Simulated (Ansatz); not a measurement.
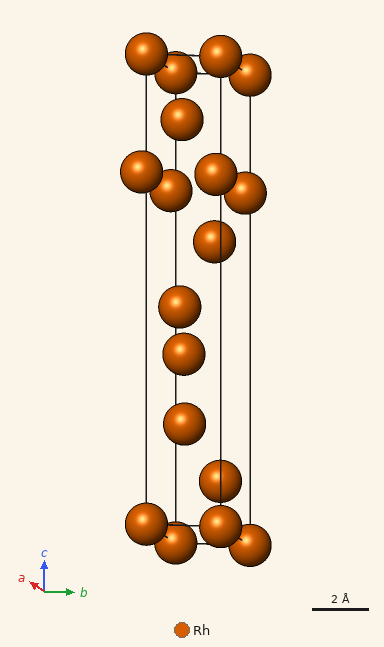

Spheres-only drawing of the structure, looking from a general direction. The unit cell is drawn as a box.

Rh, a = 2.69 Å, b = 2.69 Å, c = 17.55 Å, α = 90.00°, β = 90.00°, γ = 120.00°.

Run with DFT r2SCAN, scalar-relativistic, plane waves, PAW in Ansatz and these settings: plane-wave cutoff 500 eV, a 12×12×2 k-point grid, Gaussian smearing of 0.15 eV, no spin polarisation.

Question: Is it conducting or gapped at this level?

Answer: A metal: bands cross the Fermi level.

Question: What pressure does the calculation give for this cell?

Answer: The computed pressure is 4.0 GPa (compressed: it would expand). The stress isn't hydrostatic: its largest component is 7.5 GPa.

Provenance: a structure listed in the Materials Project. The cell was then strained or its atoms displaced on purpose. An electronic-structure calculation with Ansatz was run on it.

At this level of theory the run's own cell isn't at rest (forces up to 3.1 eV/Å), so its distances can differ from those at equilibrium, the more so the softer the solid.
